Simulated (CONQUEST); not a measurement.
## PbS: 7 runs along one coordinate

System: PbS (Fm-3m, 4 atoms in the cell).
Method: Kohn-Sham DFT of a periodic cell, PBEsol, PseudoDojo NC PBEsol, no spin polarisation (CONQUEST 1.3).

The 7 runs differ only in the geometry, by an even scaling of the cell at fixed fractional positions. The structure derives from an entry of the Crystallography Open Database.

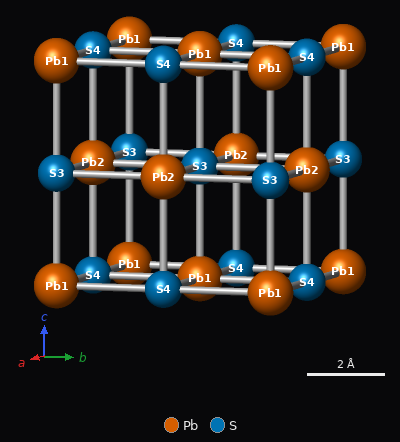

Figure 1. The structure of run 4 (ball-and-stick view of the cell 2 times as large as that of the calculation, set on its symmetry axes, seen at an oblique angle; atoms are numbered from 1 in the order of the input). An atom can appear more than once, as a periodic image.

### Input of run 4
```
IO.Title PbS
IO.Coordinates coords.dat
IO.FractionalAtomicCoords T
IO.Iprint 2
IO.Iprint_init 1
General.NumberOfSpecies 2
General.PseudopotentialType hamann
AtomMove.TypeOfRun static
AtomMove.FullStress T
Grid.PointsAlongX 40
Grid.PointsAlongY 40
Grid.PointsAlongZ 60
DM.SolutionMethod diagon
Diag.MPMesh T
Diag.GammaCentred T
Diag.MPMeshX 6
Diag.MPMeshY 6
Diag.MPMeshZ 5
Diag.kT 0.00183747
minE.SCTolerance 1e-6
SC.MaxIters 100
IO.AtomChargeOutput T
%block ChemicalSpeciesLabel
1 207.200 Pb
2 32.070 S
%endblock
```

Command:
```bash
OMP_NUM_THREADS=1 Conquest
```

Lattice vectors (Å) and fractional positions of run 4:
```
   4.194204    0.000000    0.000000
   0.000000    4.194204    0.000000
   0.000000    0.000000    5.931500
Pb  0.000000  0.000000  0.000000
Pb  0.500000  0.500000  0.500000
S   0.000000  0.000000  0.500000
S   0.500000  0.500000  0.000000
```

Run 3 has the same physical settings and fractional positions; its lattice vectors (Å) are:
```
   4.166054    0.000000    0.000000
   0.000000    4.166054    0.000000
   0.000000    0.000000    5.891690
```

### Results, with one run withheld

```tsv
run	volume per atom (Å³)	free energy per atom, from the lowest run given (meV)	pressure (GPa)	gap on the mesh (eV)
1	24.521	16.52	3.94	0.59
2	25.042	6.35	2.26	0.65
3	25.564	?	?	?
4	26.086	0.00	−0.30	0.76
5	26.607	2.80	−1.37	0.81
6	27.129	9.20	−2.46	0.86
7	27.651	18.76	−3.32	0.90
```

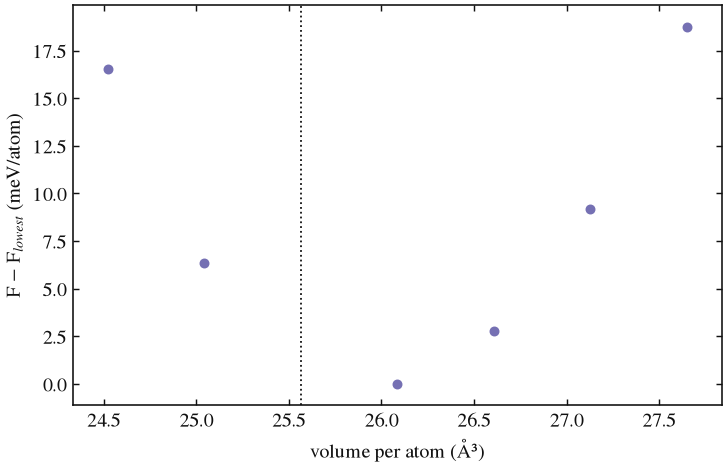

Figure 2. Free energy per atom of the runs given; the dotted line marks run 3.

Fit the runs given and predict run 3.

A cubic polynomial in V^(−2/3) (the Birch–Murnaghan form), fitted to the 6 runs given, misses them by at most 0.03 meV per atom. With x = V^(−2/3) − 0.11355 Å⁻², it reads F = 0.076116 − 889.37 x + 8.542e+05 x² + 5.6607e+05 x³ (meV per atom). At run 3 it gives 1.00 meV per atom, and the run itself gives 1.09. The slope of the fit gives a pressure −dF/dV of 0.96 GPa there, and the run prints 1.00 GPa. The fit has its minimum at 25.956 Å³ per atom, where V d²F/dV² gives 61 GPa: the bulk modulus at this level, since symmetry fixes the shape and the positions. The gap on the mesh goes, without turning, from 0.59 eV in run 1 to 0.90 eV in run 7; run 3 has 0.71 eV. These are gaps of this functional on this mesh, which can miss the band edges; they aren't the measured gap.

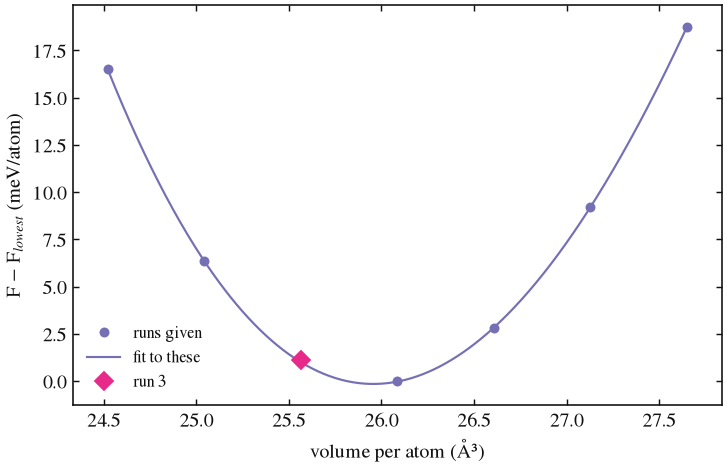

Figure 3. The fit and the withheld run.

### Some lines of the output (run 3)
```
[...]
          DFT Total Energy                 :      -162.612225877295003 Ha
          Free Energy (E-TS)               :      -162.618057018984672 Ha
          DFT Total Energy                 :      -162.617929611795148 Ha
          Free Energy (E-TS)               :      -162.617965371762836 Ha
          DFT Total Energy                 :      -162.617951596286247 Ha
          Free Energy (E-TS)               :      -162.617959783392962 Ha
          DFT Total Energy                 :      -162.617957086257434 Ha
          Free Energy (E-TS)               :      -162.617960240734959 Ha
          DFT Total Energy                 :      -162.617957854249653 Ha
          Free Energy (E-TS)               :      -162.617959974039195 Ha
          DFT Total Energy                 :      -162.617957745904647 Ha
      | Free Energy as E-TS      =      -162.617959974039195 Ha
      |* DFT total energy        =      -162.617957745904647 Ha
    force: Average pressure:      1.00294286 GPa
```

Notes: Spin–orbit coupling is left out, which matters for Pb. With a small basis of atomic orbitals these values can differ much from converged plane-wave results.
